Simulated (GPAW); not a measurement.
# 3d dopants in GaP: moments across the series

One cation of GaP is replaced by one 3d element after another. What moment does each carry?

Program: GPAW 26.7.0. Level of theory: PBE; plane waves with GPAW's PAW setups, scalar-relativistic. Results are calculated unless marked as measured.

## 1. The starting structure

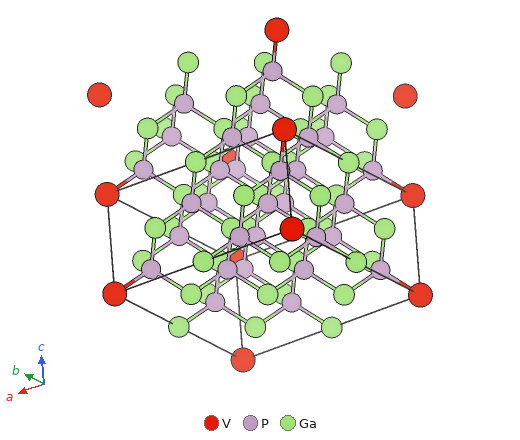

Start, viewed from a free direction; vanadium red, phosphorus pink, gallium green. 1×1×2 cells are drawn. Bonds to atoms that aren't drawn are left out. Some periodic images of atoms are drawn too.

This is the first member shown.

## 2. The first member

This run shows input and output; the others differ as the table says.

order1.py

```python
import json
import numpy as np
from ase import Atoms
from ase.parallel import paropen, parprint
from gpaw import GPAW

atoms = Atoms(['V', 'P', 'Ga', 'P', 'Ga', 'P', 'Ga', 'P', 'Ga', 'P', 'Ga', 'P', 'Ga', 'P', 'Ga', 'P', 'Ga', 'P', 'Ga', 'P', 'Ga', 'P', 'Ga', 'P', 'Ga', 'P', 'Ga', 'P', 'Ga', 'P', 'Ga', 'P'],
    cell=[[10.902, 0.0, 0.0],
         [0.0, 10.902, 0.0],
         [0.0, 0.0, 5.451]],
    scaled_positions=[[0.0, 0.0, 0.0],
         [0.125, 0.125, 0.25],
         [0.0, 0.25, 0.5],
         [0.125, 0.375, 0.75],
         [0.25, 0.0, 0.5],
         [0.375, 0.125, 0.75],
         [0.25, 0.25, 0.0],
         [0.375, 0.375, 0.25],
         [0.0, 0.5, 0.0],
         [0.125, 0.625, 0.25],
         [0.0, 0.75, 0.5],
         [0.125, 0.875, 0.75],
         [0.25, 0.5, 0.5],
         [0.375, 0.625, 0.75],
         [0.25, 0.75, 0.0],
         [0.375, 0.875, 0.25],
         [0.5, 0.0, 0.0],
         [0.625, 0.125, 0.25],
         [0.5, 0.25, 0.5],
         [0.625, 0.375, 0.75],
         [0.75, 0.0, 0.5],
         [0.875, 0.125, 0.75],
         [0.75, 0.25, 0.0],
         [0.875, 0.375, 0.25],
         [0.5, 0.5, 0.0],
         [0.625, 0.625, 0.25],
         [0.5, 0.75, 0.5],
         [0.625, 0.875, 0.75],
         [0.75, 0.5, 0.5],
         [0.875, 0.625, 0.75],
         [0.75, 0.75, 0.0],
         [0.875, 0.875, 0.25]],
    pbc=True,
    magmoms=[2.0, 0.0, 0.0, 0.0, 0.0, 0.0, 0.0, 0.0, 0.0, 0.0, 0.0, 0.0, 0.0, 0.0, 0.0, 0.0, 0.0, 0.0, 0.0, 0.0, 0.0, 0.0, 0.0, 0.0, 0.0, 0.0, 0.0, 0.0, 0.0, 0.0, 0.0, 0.0])
atoms.calc = GPAW(mode={'name': 'pw', 'ecut': 450},
    xc='PBE',
    kpts={'size': (3, 3, 5), 'gamma': True},
    occupations={'name': 'fermi-dirac', 'width': 0.05},
    convergence={'density': 1e-05, 'energy': 1e-05},
    maxiter=200,
    mixer={'name': 'pulay', 'beta': 0.05, 'nmaxold': 6, 'weight': 50},
    symmetry={'tolerance': 1e-4},
    txt='order1.txt')
e = atoms.get_potential_energy(force_consistent=True)
res = {'free_energy': e, 'energy_sigma0': atoms.get_potential_energy(), 'fermi_energy': atoms.calc.get_fermi_level()}
res['moments'] = atoms.get_magnetic_moments().tolist()
res['total'] = atoms.get_magnetic_moment()
parprint('site moments (muB):', np.round(res['moments'], 3))
parprint(f"total moment: {res['total']:.3f} muB")
parprint(f'free energy: {e:.6f} eV')
atoms.calc.write('order1.gpw')
with paropen('results.json', 'w') as f:
    json.dump(res, f)
```

The run is started by

```bash
$ OMP_NUM_THREADS=1 mpirun -n 4 gpaw python order1.py > order1.log
```

Numbers of over 12 decimals in the logs are rounded to 6 here.

What it wrote:

```text
site moments (muB): [ 1.656e+00 -2.300e-02  1.500e-02  0.000e+00  1.500e-02  0.000e+00
  7.000e-03 -1.000e-03  0.000e+00  0.000e+00  1.500e-02 -2.300e-02
  0.000e+00 -1.000e-03  7.000e-03  0.000e+00  0.000e+00  0.000e+00
  0.000e+00 -1.000e-03  1.500e-02 -2.300e-02  7.000e-03  0.000e+00
  0.000e+00 -1.000e-03  0.000e+00  0.000e+00  0.000e+00  0.000e+00
  7.000e-03 -2.300e-02]
total moment: 2.000 muB
free energy: -149.246599 eV

--- order1.txt ---
Input parameters:
  mode=PW(ecut=450),
  convergence={'density': 1e-05, 'energy': 1e-05},
  kpts=MonkhorstPack(size=(3, 3, 5), gamma=True),
  maxiter=200,
  mixer=Pulay(name='pulay', nmaxold=6, beta=0.05, weight=50, sigma=0.015, g_ss=None),
  occupations=Occupations(name='fermi-dirac', width=0.05),
  symmetry=Symmetry(tolerance=0.0001),
  xc=XC(name='PBE')

Diagonalizing LCAO Hamiltonian
Converting LCAO to pw mode
        .--------------------------.
       /|                          |
      / |                          |
     /  |  P            P          |
    /   |      P             P     |
   /  Ga|           Ga             |
  /    P|        P   P         P   |
 *      .--Ga------------Ga--------.
 |     / P  P         P   P       /
 | Ga /      Ga Ga         Ga    /
 |   /        P            P    /
 |  /P  Ga        GP Ga        /
 | /      Ga           Ga     /
 |/                          /
 V------------Ga------------*

Atoms  # Å, Bohr magnetons
|    | symbol |        x |        y |        z |    initial magnetic moments |
|----|--------|----------|----------|----------|-----------------------------|
[...]
----------------------------
  Free energy:    -149.246599
  Extrapolated:   -149.246549

dipole moment: (-109.383587, -109.383587, -110.244420)  # |e|*Ang

Total magnetic moment: (0.000000, 0.000000, 1.999998)

Local magnetic moments
|        x |        y |         z |
|----------|----------|-----------|
| 0.000000 | 0.000000 |  1.656188 |  # V    0
| 0.000000 | 0.000000 | -0.023356 |  # P    1
| 0.000000 | 0.000000 |  0.014506 |  # Ga   2
| 0.000000 | 0.000000 |  0.000347 |  # P    3
| 0.000000 | 0.000000 |  0.014506 |  # Ga   4
[...]
| 0.000000 | 0.000000 |  0.000060 |  # Ga  28
| 0.000000 | 0.000000 |  0.000347 |  # P   29
| 0.000000 | 0.000000 |  0.007483 |  # Ga  30
| 0.000000 | 0.000000 | -0.023356 |  # P   31

Fermi level: 5.611
Eigenvalues  # (at kpt = [0.000, 0.000, 0.000])
| band index |      eig [eV] | occ [0-1] |      eig [eV] | occ [0-1] |
|------------|---------------|-----------|---------------|-----------|
|          0 |       -59.323 |     1.000 |       -57.642 |     1.000 |
|        ... |               |           |               |           |
|         61 |         3.524 |     1.000 |         3.683 |     1.000 |
|         62 |         3.689 |     1.000 |         3.766 |     1.000 |
|         63 |         3.689 |     1.000 |         3.767 |     1.000 |
|         64 |         3.765 |     1.000 |         3.767 |     1.000 |
[...]
|         74 |         6.973 |     0.000 |         7.009 |     0.000 |
|         75 |         6.973 |     0.000 |         7.082 |     0.000 |
|         76 |         6.994 |     0.000 |         7.149 |     0.000 |
|        ... |               |           |               |           |
|         87 |         8.629 |     0.000 |         8.825 |     0.000 |

Gap: 0.783 eV
Transition (v -> c):
  (s=0, k=2, n=69, [0.00, 0.00, 0.40]) -> (s=0, k=6, n=70, [0.33, 0.33, 0.00])
Direct/indirect transitions are different
Direct gap: 0.917 eV
Transition at: (s=0, k=8, n=69, [0.33, 0.33, 0.40])

[key lines of the parts left out:]
Converged in 35 steps
```

It took 5.1 min on 4 MPI ranks of INTEL XEON PLATINUM 8581C at 2.30GHz (Emerald Rapids), shared host; peak memory 2.1 GiB.

After 35 cycles the largest moment stands at 1.66 μB.

## 3. The series

All use a 3×3×5 mesh. Each dopant starts with a moment; a run without spin polarisation gives the energy that the moment gains.

| dopant | moment in its sphere (μB) | net moment (μB a cell) | largest moment elsewhere (μB) | gain by spin polarisation (meV) |
| --- | --- | --- | --- | --- |
| V | +1.66 | 2.00 | -0.02 | 595 |
| Cr | +2.68 | 3.00 | -0.04 | 711 |
| Mn | +3.48 | 4.00 | -0.02 | 831 |
| Fe | +3.18 | 4.61 | +0.05 | 588 |
| Ni | +1.11 | 2.50 | +0.08 | 134 |
| Cu | -0.00 | 0.00 | -0.00 | -0 |

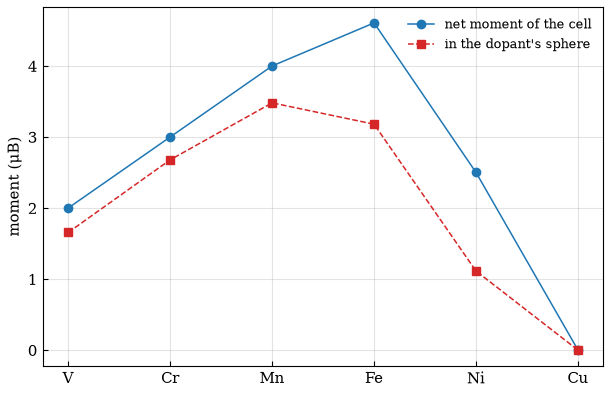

Moments across the 3d series.

## 4. Outcome

* largest net moment: 4.61 μB (Fe)
* within 0.02 of a whole number of μB: V 2.00, Cr 3.00, Mn 4.00
* no settled moment: Cu

What this shows: The net moment is largest for Fe, 4.61 μB, and vanishes or is a mere residue for Cu. V, Cr and Mn give a whole number of μB, as a fixed count of unpaired electrons does. Each dopant had one start, so another spin state can lie lower; in so small a cell the dopant levels widen into bands, and with the smearing this can quench a moment. The atoms were not relaxed, which can shift moments and couplings. Trends hold for the rows shown; the series may have further members. Spin–orbit coupling is left out.

[Logs and program files are shortened in this print: banners, set-up blocks, solver, clock and traceback lines can be left out without a mark of their own.]

[Logs are printed without paths, hosts, clocks, repeated set-up lines and the standing remarks that a program may print on its own settings, such as how far it seeks lower states.]

[Hosts, paths, dates, database ids (printed as entryN), source tags and the programs' standing remarks are cut or masked in the printed files.]

[Where a cell is said to come from a database of computed structures, the database is the Materials Project.]
